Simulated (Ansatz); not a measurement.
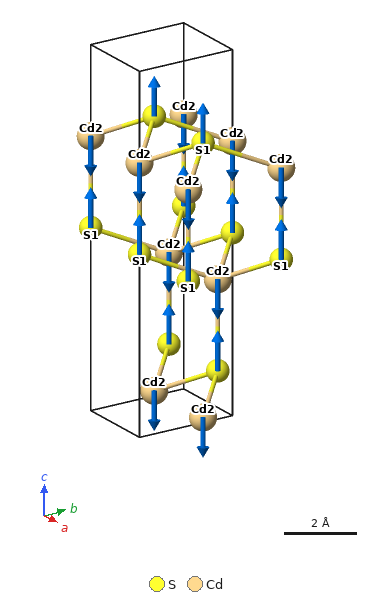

A relaxation of a crystal of CdS (set up in R3m). The starting structure is drawn; blue arrows show the displacements (the part carried along by the change of the cell is left out), 30 times their true length.

A ball-and-stick model of the conventional cell (3 times the calculation's cell), repeated 2 × 1 × 1 with one cell outlined, seen slightly off an axis. Lengths and directions refer to the drawn axes.

Case: film's bulk on the substrate's plane, third vector and atoms relaxed.

All numbers below come from DFT PBEsol, scalar-relativistic, plane waves, PAW in Ansatz 0.2.0.

The input:
```yaml
crystal:
  lattice:
    - [4.0133694111, 0.0, 0.0]
    - [-2.0066847056, 3.4756798648, 0.0]
    - [2.0066847056, 1.1585599549, 3.468403304]
  atoms:
    - { symbol: S, position: [0.0, 0.5, 0.5] }
    - { symbol: Cd, position: [0.5, 0.25, 0.25] }
basis:
  ecutwfc: 420
kpoints:
  mp_grid: { grid: [9, 9, 10] }
hamiltonian:
  xc: pbesol
scf:
  occupations: { method: gaussian, width: 0.1 }
output:
  forces: true
  stress: true
  eigenvalues: true
relax:
  adjacent_minimum: "off"
  f_tol: 0.01
  max_steps: 50
  cell: { fix: [a, b, gamma], stress_tol: 0.1 }
```

Run as
```bash
ansatz run input.yaml --threads 2 --pin off --max-ram 5120MiB --backend cpu --events-out ev --progress --plain --runs-dir out
```

Q: What did the optimiser do to the structure, and how much energy did it gain?

A: The largest moves relative to the cell, 0.038 Å, are those of S1 and Cd2. S1 goes along +c. Largest moves by element: S 0.038 Å, Cd 0.038 Å. The volume changes by −0.8 %, with a = b unchanged at 4.013 Å, c 10.405 → 10.325 Å (−0.8 %). Among the contacts that change: S1–Cd2 2.601 → 2.505 Å, S1–Cd2 (another image) 2.474 → 2.499 Å. The space group stays R3m (No. 160). Over 4 accepted moves (5 points after the start) the energy falls by 9.7 meV per atom. Largest force component: 0.4 eV/Å at the start, under 0.0001 eV/Å at the end. Pressure: 1.67 GPa at the start and 1.73 GPa at the end. The SCF was repeated once at an unchanged geometry on a basis and grid sized afresh for the cell, which shifted the energy by less than 0.05 meV per atom at most. Cost: 16 s on 2 threads of AMD EPYC 9R45 96-Core Processor (Zen 5), with other jobs on the host, peak memory 0.57 GiB.
